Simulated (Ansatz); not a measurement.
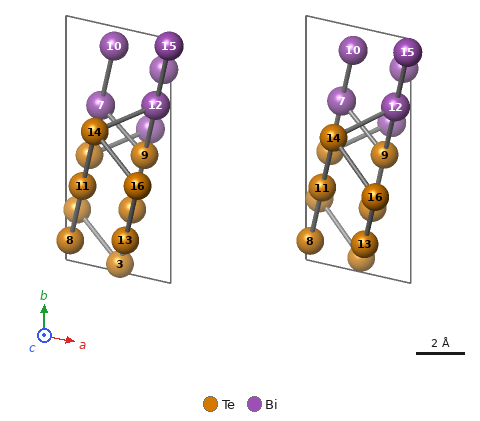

Two geometries of a slab of composition Bi3Te5 (cut from the R3m phase), drawn at one scale. One is the start of a relaxation, the other its converged end. A ball-and-stick model of the cell of the calculation, outlined in the plane, without the vacuum, seen along the c axis.

All numbers below come from Ansatz 0.2.0, DFT PBE, scalar-relativistic, plane waves, PAW. (plane-wave cutoff 420 eV; k-point mesh 8 × 4 × 1; occupations gaussian; smearing width 0.1 eV; no spin polarisation; dipole correction; atoms relaxed in a fixed cell; force threshold 0.02 eV/Å; at most 60 steps)

Question: Which of the two is the end point?

Answer: The right one is the relaxed one. Case: (1 0 1) slab, atoms relaxed. The slab is the (1 0 1) face of Bi2Te3. Over 8 geometry steps the energy falls by 1.505 eV per cell of the calculation. The largest force component goes from 0.89 to 0.013 eV/Å. The largest moves relative to the layer's centre, 0.48 Å, are those of Te atoms. By element the largest moves are Te 0.48 Å, Bi 0.29 Å. The cell doesn't change. Near-neighbour distances that change, for instance: Te–Te 3.270 → 2.745 Å, Bi–Te 3.149 → 3.565 Å, Bi–Te 3.149 → 3.465 Å, Bi–Bi 3.404 → 3.088 Å. Bond angles that change, for instance: Te–Te–Bi 91.6° → 100.3°, Te–Bi–Bi 93.6° → 101.0°, Te–Te–Bi 91.6° → 97.9°.
